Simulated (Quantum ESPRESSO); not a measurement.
## Band-structure run, with input and output: Gd (part 2 of 2)

The same run, continued: Gd (Im-3m, 1 atom in the cell); Kohn-Sham DFT of a periodic cell, PBEsol, SSSP 1.3 efficiency PBE, spin-polarised (Quantum ESPRESSO 7.5); cutoff 748.31 eV, 9×9×9 k-mesh, fermi-dirac of 0.05 eV, collinear spins. The structure derives from an entry of the Crystallography Open Database.

Geometry of the input (Å; fractional positions):
```
-2.0250  2.0250  2.0250
2.0250  -2.0250  2.0250
2.0250  2.0250  -2.0250
Gd 0.0000  0.0000  0.0000
```

**What the program printed, continued**
```
          k = 0.1925 0.1925 0.0000 (  1531 PWs)   bands (ev):

   -33.2365 -10.5906 -10.3869 -10.2938   7.3631   7.3824   7.3889   7.4410
     7.4475   7.4700   7.4927   8.2446  12.5654  12.7624  14.7325  15.0984
    15.6458  22.8889

          k = 0.2887 0.2887 0.0000 (  1563 PWs)   bands (ev):

   -33.2141 -10.8205 -10.4623 -10.2950   7.3657   7.4011   7.4026   7.4240
     7.4408   7.4697   7.4930   9.2189  12.0634  12.4927  15.3750  15.8820
    16.2893  21.6405

          k = 0.3849 0.3849 0.0000 (  1552 PWs)   bands (ev):

   -33.1994 -10.9648 -10.5107 -10.2958   7.3631   7.3810   7.3917   7.4491
     7.4674   7.4744   7.4939   9.6005  11.7694  13.0045  15.4660  16.1591
    17.8526  20.6015

          k = 0.1925 0.0962 0.0962 (  1530 PWs)   bands (ev):

   -33.2424 -10.5245 -10.3503 -10.3132   7.3627   7.3760   7.3776   7.4442
     7.4645   7.4715   7.4880   7.9778  12.7824  12.8233  14.4404  14.9066
    15.7390  23.3287

          k = 0.2887 0.1925 0.0962 (  1551 PWs)   bands (ev):

   -33.2214 -10.7266 -10.4322 -10.3224   7.3717   7.3980   7.4071   7.4106
     7.4458   7.4663   7.4848   9.0016  12.2476  12.3855  14.9749  15.7928
    15.9874  22.2852

          k = 0.3849 0.2887 0.0962 (  1541 PWs)   bands (ev):

   -33.2029 -10.8936 -10.5118 -10.3255   7.3717   7.3832   7.4000   7.4390
     7.4560   7.4689   7.4847   9.7535  11.8890  12.4475  15.3079  16.1484
    17.4356  20.7803

          k = 0.4811 0.3849 0.0962 (  1550 PWs)   bands (ev):

   -33.1955 -10.9576 -10.5435 -10.3265   7.3696   7.3752   7.3926   7.4534
     7.4700   7.4725   7.4834   9.8920  11.7643  12.8565  15.3224  16.3211
    18.4316  19.9212

          k = 0.3849 0.1925 0.1925 (  1550 PWs)   bands (ev):

   -33.2042 -10.8354 -10.5260 -10.3559   7.3821   7.3857   7.3996   7.4377
     7.4474   7.4625   7.4766   9.9845  11.7897  12.2123  15.1052  16.1363
    17.3808  20.8803

          k = 0.4811 0.2887 0.1925 (  1544 PWs)   bands (ev):

   -33.1930 -10.8789 -10.6235 -10.3675   7.3708   7.3877   7.3981   7.4504
     7.4580   7.4669   7.4718  10.5205  11.7203  12.2406  15.3968  16.1670
    18.9589  19.2650

          k = 0.5774 0.2887 0.2887 (  1538 PWs)   bands (ev):

   -33.1891 -10.7726 -10.7726 -10.3805   7.3673   7.3981   7.3981   7.4531
     7.4555   7.4555   7.4756  11.0286  11.8051  11.8051  15.9071  15.9071
    18.2351  20.6307

          k = 0.1925 0.1925 0.1925 (  1544 PWs)   bands (ev):

   -33.2268 -10.6944 -10.3589 -10.3589   7.3801   7.3928   7.3928   7.4081
     7.4680   7.4680   7.4751   8.8208  12.2470  12.2470  15.5292  15.5292
    15.7821  23.8263

          k = 0.2887 0.2887 0.1925 (  1544 PWs)   bands (ev):

   -33.2089 -10.8295 -10.4655 -10.3687   7.3833   7.3879   7.4105   7.4177
     7.4538   7.4697   7.4753   9.8687  11.8340  11.9524  15.6449  15.9723
    17.4043  21.3349

          k = 0.3849 0.3849 0.1925 (  1556 PWs)   bands (ev):

   -33.1973 -10.8959 -10.5549 -10.3752   7.3749   7.3855   7.4029   7.4447
     7.4643   7.4683   7.4750  10.3096  11.6268  12.4393  15.7627  16.2253
    18.7608  19.3531

          k =-0.0000-0.0000 0.1925 (  1521 PWs)   bands (ev):

   -33.2485 -10.4049 -10.3469 -10.3469   7.3559   7.3705   7.3705   7.4573
     7.4743   7.4743   7.4816   7.6774  13.2356  13.2356  13.6840  14.4608
    15.9544  23.7378

          k = 0.3849 0.2887 0.2887 (  1550 PWs)   bands (ev):

   -33.1979 -10.8436 -10.5569 -10.4272   7.3749   7.4055   7.4106   7.4349
     7.4477   7.4682   7.4692  10.8023  11.6326  11.8292  15.9164  16.1903
    18.8520  19.2647

          k = 0.4811 0.3849 0.2887 (  1553 PWs)   bands (ev):

   -33.1936 -10.8073 -10.6446 -10.4412   7.3765   7.4059   7.4088   7.4509
     7.4510   7.4568   7.4668  10.9989  11.6248  12.1253  16.0268  16.2644
    17.9317  19.9912

          k = 0.0000-0.0962 0.2887 (  1536 PWs)   bands (ev):

   -33.2295 -10.5886 -10.4158 -10.3601   7.3656   7.3928   7.3961   7.4377
     7.4381   7.4651   7.4769   8.5559  12.8246  12.8724  14.1162  14.6175
    16.1986  22.8154

          k =-0.0000-0.1925 0.3849 (  1539 PWs)   bands (ev):

   -33.2078 -10.8052 -10.4926 -10.3576   7.3715   7.3976   7.4029   7.4295
     7.4395   7.4617   7.4772   9.5296  12.2754  12.4119  14.5837  16.1712
    16.2493  21.4189

          k = 0.0962-0.0962 0.3849 (  1540 PWs)   bands (ev):

   -33.2098 -10.7301 -10.4986 -10.3990   7.3778   7.4003   7.4039   7.4261
     7.4335   7.4581   7.4680   9.4980  12.1817  12.8374  14.0937  15.6357
    16.3178  21.7637

          k = 0.0000-0.2887 0.4811 (  1547 PWs)   bands (ev):

   -33.1936 -10.9421 -10.5419 -10.3554   7.3692   7.3763   7.3932   7.4536
     7.4612   7.4699   7.4758   9.9291  12.1367  12.4746  14.7227  16.5899
    17.7578  20.4992

          k = 0.0962-0.1925 0.4811 (  1541 PWs)   bands (ev):

   -33.1924 -10.8622 -10.5868 -10.4037   7.3752   7.3828   7.3968   7.4427
     7.4551   7.4604   7.4661  10.2892  11.7737  12.5652  14.5490  16.1099
    17.5041  20.7821

          k =-0.7698-0.2887-0.2887 (  1541 PWs)   bands (ev):

   -33.1855 -10.9141 -10.6227 -10.4032   7.3658   7.3804   7.3942   7.4526
     7.4577   7.4611   7.4763  10.4533  12.0329  12.2342  14.5499  16.6777
    18.6484  19.6821

          k =-0.6736-0.1925-0.2887 (  1539 PWs)   bands (ev):

   -33.1823 -10.8467 -10.7190 -10.4151   7.3613   7.3941   7.3941   7.4369
     7.4556   7.4612   7.4799  11.0996  11.4233  12.0778  15.2608  15.9789
    19.1418  19.4581

          k = 0.3849 0.3849 0.3849 (  1550 PWs)   bands (ev):

   -33.1938 -10.7504 -10.5770 -10.5770   7.3829   7.4273   7.4273   7.4303
     7.4358   7.4577   7.4577  11.6130  11.6130  11.6859  16.2923  16.2923
    17.4081  20.4221

          k = 0.0000 0.0000 0.3849 (  1545 PWs)   bands (ev):

   -33.2120 -10.6188 -10.4878 -10.4878   7.3785   7.4142   7.4142   7.4157
     7.4165   7.4588   7.4588   9.3433  12.5991  13.4295  13.4295  14.7078
    16.3125  22.1868

          k =-0.0000-0.0962 0.4811 (  1536 PWs)   bands (ev):

   -33.1920 -10.7682 -10.5682 -10.5102   7.3817   7.3913   7.4007   7.4322
     7.4349   7.4594   7.4605  10.2076  11.7422  13.3601  13.9513  15.9475
    16.1251  21.9547

          k = 0.0000-0.1925 0.5774 (  1529 PWs)   bands (ev):

   -33.1789 -10.8840 -10.6197 -10.5026   7.3616   7.3857   7.3972   7.4394
     7.4487   7.4686   7.4737  10.5794  11.5144  13.1780  13.9127  17.0932
    17.5301  20.4694

          k = 0.0962-0.0962 0.5774 (  1545 PWs)   bands (ev):

   -33.1762 -10.8250 -10.6713 -10.5373   7.3588   7.3935   7.4032   7.4250
     7.4471   7.4680   7.4748  10.7724  11.1687  13.2356  14.6659  15.9883
    17.4921  20.9978

          k =-0.7698-0.1925-0.1925 (  1554 PWs)   bands (ev):

   -33.1700 -10.8464 -10.7244 -10.5353   7.3500   7.3965   7.3989   7.4215
     7.4566   7.4688   7.4861  10.8476  11.1242  12.9237  15.0053  16.6595
    19.0345  19.3778

          k =-0.0000-0.0000 0.5774 (  1549 PWs)   bands (ev):

   -33.1739 -10.7508 -10.6523 -10.6523   7.3572   7.3941   7.4219   7.4219
     7.4278   7.4722   7.4722  10.6078  11.0863  14.4291  14.4291  15.8722
    16.1166  22.7185

          k = 0.0000-0.0962 0.6736 (  1556 PWs)   bands (ev):

   -33.1620 -10.8170 -10.7063 -10.6639   7.3407   7.3963   7.4075   7.4172
     7.4586   7.4831   7.4833  10.5971  10.7015  14.6620  14.7335  17.1970
    17.2995  20.2697

          k =-0.7698-0.0962-0.0962 (  1542 PWs)   bands (ev):

   -33.1564 -10.7859 -10.7859 -10.6747   7.3332   7.4052   7.4052   7.4071
     7.4777   7.4777   7.4935  10.4826  10.4826  14.5806  16.4707  16.4707
    19.1987  19.2274

          k = 0.0000 0.0000 0.7698 (  1537 PWs)   bands (ev):

   -33.1510 -10.7770 -10.7618 -10.7618   7.3263   7.4024   7.4082   7.4082
     7.4851   7.4929   7.4929  10.2534  10.2662  16.3813  16.3813  17.2985
    17.4187  19.2601

 ------ SPIN DOWN ----------

          k = 0.0000 0.0000 0.0000 (  1505 PWs)   bands (ev):

   -30.0681  -7.8281  -7.8281  -7.8281   7.8648  12.4506  12.4506  12.4506
    12.7516  12.7516  12.7516  12.8408  14.5459  14.5459  14.5459  16.6755
    16.6755  23.5139

          k = 0.0962 0.0962 0.0000 (  1521 PWs)   bands (ev):

   -30.0584  -7.9344  -7.8601  -7.8290   8.2273  12.4310  12.4556  12.4575
    12.7236  12.7292  12.7400  12.8014  14.3166  14.4647  14.9711  16.3678
    16.7061  23.8278

          k = 0.1925 0.1925 0.0000 (  1531 PWs)   bands (ev):

   -30.0338  -8.1928  -7.9400  -7.8312   9.1626  12.3830  12.4641  12.4816
    12.6566  12.6694  12.7216  12.7842  13.8040  14.0412  16.1081  16.2981
    16.8399  23.9323

          k = 0.2887 0.2887 0.0000 (  1563 PWs)   bands (ev):

   -30.0057  -8.4700  -8.0288  -7.8339  10.1389  12.4144  12.4642  12.5357
    12.6038  12.6427  12.7213  12.7837  13.2843  13.7459  16.6220  17.1233
    17.7414  22.6396

          k = 0.3849 0.3849 0.0000 (  1552 PWs)   bands (ev):

   -29.9873  -8.6426  -8.0857  -7.8356  10.5070  12.4587  12.5010  12.5809
    12.6431  12.6890  12.7326  12.7849  12.9094  14.1388  16.7025  17.4425
    19.3899  21.5406

          k = 0.1925 0.0962 0.0962 (  1530 PWs)   bands (ev):

   -30.0413  -8.1118  -7.8975  -7.8539   8.8869  12.3958  12.4458  12.4858
    12.6660  12.7103  12.7184  12.7716  14.0360  14.0919  15.7912  16.0748
    16.9330  24.3000

          k = 0.2887 0.1925 0.0962 (  1551 PWs)   bands (ev):

   -30.0149  -8.3563  -7.9951  -7.8659   9.9271  12.3421  12.4524  12.5255
    12.6212  12.6577  12.7096  12.7595  13.5314  13.6732  16.2022  17.2049
    17.2349  23.3405

          k = 0.3849 0.2887 0.0962 (  1541 PWs)   bands (ev):

   -29.9916  -8.5570  -8.0892  -7.8708  10.6614  12.4017  12.4790  12.5903
    12.5956  12.6610  12.7209  12.7496  13.1404  13.6557  16.5587  17.4300
    18.9044  22.0271

          k = 0.4811 0.3849 0.0962 (  1550 PWs)   bands (ev):

   -29.9824  -8.6335  -8.1266  -7.8724  10.7954  12.4282  12.5027  12.5801
    12.6835  12.6928  12.7005  12.7336  12.9837  13.9836  16.5578  17.6187
    19.9650  21.3323

          k = 0.3849 0.1925 0.1925 (  1550 PWs)   bands (ev):

   -29.9934  -8.4862  -8.1099  -7.9059  10.8991  12.2646  12.4620  12.5818
    12.6161  12.6481  12.6861  12.7493  13.1668  13.4737  16.3688  17.4270
    18.8047  22.1302

          k = 0.4811 0.2887 0.1925 (  1544 PWs)   bands (ev):

   -29.9792  -8.5383  -8.2275  -7.9200  11.4058  12.3387  12.4741  12.5860
    12.6496  12.6851  12.6966  12.7600  13.0262  13.4166  16.6719  17.4754
    20.3387  20.6985

          k = 0.5774 0.2887 0.2887 (  1538 PWs)   bands (ev):

   -29.9743  -8.4095  -8.4095  -7.9350  11.8494  12.3990  12.3990  12.5715
    12.6826  12.6826  12.7361  12.8828  12.9891  12.9891  17.2208  17.2208
    19.5622  22.0443

          k = 0.1925 0.1925 0.1925 (  1544 PWs)   bands (ev):

   -30.0216  -8.3165  -7.9095  -7.9095   9.7441  12.3855  12.3855  12.5246
    12.6292  12.7064  12.7064  12.7525  13.5381  13.5381  16.7491  16.7491
    17.1844  24.7338

          k = 0.2887 0.2887 0.1925 (  1544 PWs)   bands (ev):

   -29.9991  -8.4793  -8.0376  -7.9231  10.7884  12.3714  12.3875  12.5721
    12.6300  12.6672  12.7114  12.7414  13.1247  13.2657  16.9070  17.2385
    18.8377  22.6704

          k = 0.3849 0.3849 0.1925 (  1556 PWs)   bands (ev):

   -29.9844  -8.5600  -8.1439  -7.9321  11.2248  12.3945  12.5088  12.6084
    12.6484  12.6962  12.7214  12.7376  12.8632  13.5931  17.0307  17.5209
    20.1721  20.7819

          k =-0.0000-0.0000 0.1925 (  1521 PWs)   bands (ev):

   -30.0490  -7.9690  -7.8928  -7.8928   8.5764  12.4060  12.4661  12.4661
    12.7009  12.7265  12.7265  12.7428  14.5081  14.5081  14.9887  15.5903
    17.1492  24.7110

          k = 0.3849 0.2887 0.2887 (  1550 PWs)   bands (ev):

   -29.9852  -8.4965  -8.1503  -7.9941  11.7005  12.3670  12.4389  12.6249
    12.6545  12.6854  12.6944  12.7271  12.9402  13.0685  17.2075  17.4854
    20.1151  20.7694

          k = 0.4811 0.3849 0.2887 (  1553 PWs)   bands (ev):

   -29.9797  -8.4536  -8.2561  -8.0114  11.9110  12.4184  12.5314  12.6095
    12.6871  12.6921  12.7100  12.7277  12.8538  13.2501  17.3217  17.5736
    19.2482  21.4077

          k = 0.0000-0.0962 0.2887 (  1536 PWs)   bands (ev):

   -30.0252  -8.1912  -7.9744  -7.9103   9.4800  12.3354  12.4875  12.4935
    12.6492  12.6493  12.7116  12.7298  14.1028  14.1565  15.3304  15.9933
    17.4546  23.7694

          k =-0.0000-0.1925 0.3849 (  1539 PWs)   bands (ev):

   -29.9980  -8.4510  -8.0650  -7.9086  10.4457  12.2966  12.5045  12.5413
    12.5938  12.6247  12.7220  12.7243  13.5750  13.6930  15.8350  17.5334
    17.6160  22.4748

          k = 0.0962-0.0962 0.3849 (  1540 PWs)   bands (ev):

   -30.0005  -8.3608  -8.0743  -7.9563  10.4261  12.2163  12.5034  12.5396
    12.5998  12.6161  12.6938  12.7262  13.5409  14.1311  15.3650  17.0411
    17.6181  22.7611

          k = 0.0000-0.2887 0.4811 (  1547 PWs)   bands (ev):

   -29.9801  -8.6140  -8.1231  -7.9066  10.8127  12.4056  12.4805  12.5677
    12.6015  12.6797  12.7078  12.7473  13.4035  13.6478  15.9546  17.8768
    19.2849  21.8752

          k = 0.0962-0.1925 0.4811 (  1541 PWs)   bands (ev):

   -29.9787  -8.5174  -8.1798  -7.9622  11.1685  12.1806  12.4758  12.5665
    12.5865  12.6401  12.7034  12.7528  13.1755  13.8444  15.8255  17.4242
    18.9445  22.0630

          k =-0.7698-0.2887-0.2887 (  1541 PWs)   bands (ev):

   -29.9700  -8.5786  -8.2226  -7.9617  11.2960  12.3727  12.3827  12.5519
    12.6075  12.6786  12.7172  12.7748  13.2460  13.5539  15.8179  18.0048
    20.1316  21.0719

          k =-0.6736-0.1925-0.2887 (  1539 PWs)   bands (ev):

   -29.9660  -8.4964  -8.3409  -7.9743  11.8571  12.0710  12.3552  12.5481
    12.6294  12.6579  12.7327  12.8446  12.9145  13.4311  16.5733  17.3014
    20.5336  20.8513

          k = 0.3849 0.3849 0.3849 (  1550 PWs)   bands (ev):

   -29.9799  -8.3853  -8.1764  -8.1764  12.4203  12.4649  12.4649  12.6277
    12.6537  12.7005  12.7005  12.8371  12.8371  12.8847  17.6024  17.6024
    18.6938  21.8126

          k = 0.0000 0.0000 0.3849 (  1545 PWs)   bands (ev):

   -30.0034  -8.2305  -8.0601  -8.0601  10.2805  12.2076  12.5228  12.5228
    12.6018  12.6052  12.6981  12.6981  13.8999  14.7458  14.7458  16.1027
    17.6108  23.0683

          k =-0.0000-0.0962 0.4811 (  1536 PWs)   bands (ev):

   -29.9784  -8.4052  -8.1553  -8.0892  11.1254  12.0084  12.5165  12.5498
    12.5641  12.5878  12.7077  12.7177  13.2669  14.6768  15.2515  17.3821
    17.4054  23.0373

          k = 0.0000-0.1925 0.5774 (  1529 PWs)   bands (ev):

   -29.9620  -8.5407  -8.2161  -8.0810  11.3892  12.1017  12.4333  12.5325
    12.5776  12.6446  12.7224  12.7782  13.0034  14.4881  15.2065  18.3694
    19.0334  21.8529

          k = 0.0962-0.0962 0.5774 (  1545 PWs)   bands (ev):

   -29.9588  -8.4694  -8.2797  -8.1200  11.6365  11.7424  12.4516  12.5327
    12.5809  12.6088  12.7294  12.7545  12.9697  14.5600  15.9826  17.3039
    18.9122  22.3222

          k =-0.7698-0.1925-0.1925 (  1554 PWs)   bands (ev):

   -29.9510  -8.4928  -8.3439  -8.1171  11.5874  11.8614  12.4005  12.5239
    12.5920  12.6267  12.7478  12.8217  12.8393  14.2857  16.3220  18.0094
    20.4478  20.7384

          k =-0.0000-0.0000 0.5774 (  1549 PWs)   bands (ev):

   -29.9559  -8.3827  -8.2552  -8.2552  11.5116  11.6161  12.5180  12.5276
    12.5648  12.5648  12.7294  12.7294  13.0011  15.7489  15.7489  17.1214
    17.5614  24.1283

          k = 0.0000-0.0962 0.6736 (  1556 PWs)   bands (ev):

   -29.9412  -8.4557  -8.3191  -8.2707  11.3416  11.4910  12.5079  12.5104
    12.5703  12.5942  12.7495  12.7692  12.8482  15.9694  16.0621  18.4488
    18.7798  21.6414

          k =-0.7698-0.0962-0.0962 (  1542 PWs)   bands (ev):

   -29.9343  -8.4157  -8.4157  -8.2818  11.2651  11.2651  12.5016  12.5237
    12.5831  12.5831  12.7698  12.7874  12.7874  15.8971  17.8203  17.8203
    20.5413  20.5965

          k = 0.0000 0.0000 0.7698 (  1537 PWs)   bands (ev):

   -29.9276  -8.4045  -8.3848  -8.3848  11.0379  11.0845  12.4987  12.5632
    12.5688  12.5688  12.7684  12.7684  12.7918  17.7287  17.7287  18.6327
    18.7764  20.6159

     the Fermi energy is    12.0754 ev

!    total energy              =    -676.37505358 Ry
     total all-electron energy =      -676.375054 Ry
     estimated scf accuracy    <          8.0E-12 Ry
     smearing contrib. (-TS)   =      -0.00107530 Ry
     internal energy E=F+TS    =    -676.37397828 Ry

     The total energy is F=E-TS. E is the sum of the following terms:
     one-electron contribution =    -104.80232487 Ry
     hartree contribution      =      64.04109766 Ry
     xc contribution           =     -23.38599108 Ry
     ewald contribution        =    -154.06395253 Ry
     one-center paw contrib.   =    -458.16280745 Ry

     total magnetization       =     7.64 Bohr mag/cell
     absolute magnetization    =     7.64 Bohr mag/cell

     convergence has been achieved in  19 iterations

     Forces acting on atoms (cartesian axes, Ry/au):

     atom    1 type  1   force =     0.00000000    0.00000000    0.00000000

     Total force =     0.000000     Total SCF correction =     0.000000

     Computing stress (Cartesian axis) and pressure

          total   stress  (Ry/bohr**3)                   (kbar)     P=      -24.49
  -0.00016646  -0.00000000  -0.00000000          -24.49       -0.00       -0.00
  -0.00000000  -0.00016646  -0.00000000           -0.00      -24.49       -0.00
  -0.00000000  -0.00000000  -0.00016646           -0.00       -0.00      -24.49

=------------------------------------------------------------------------------=
   JOB DONE.
=------------------------------------------------------------------------------=
```

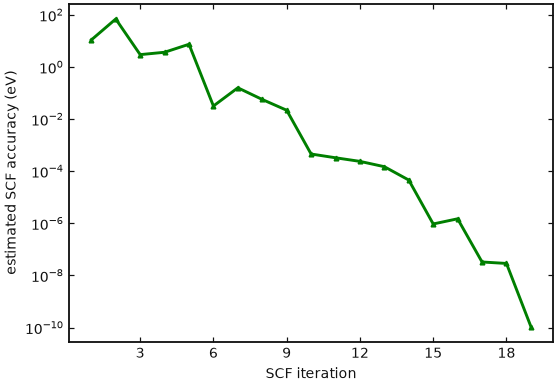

*Convergence of the self-consistent field: estimated SCF accuracy against the iteration.*

The field takes 19 iterations in all.
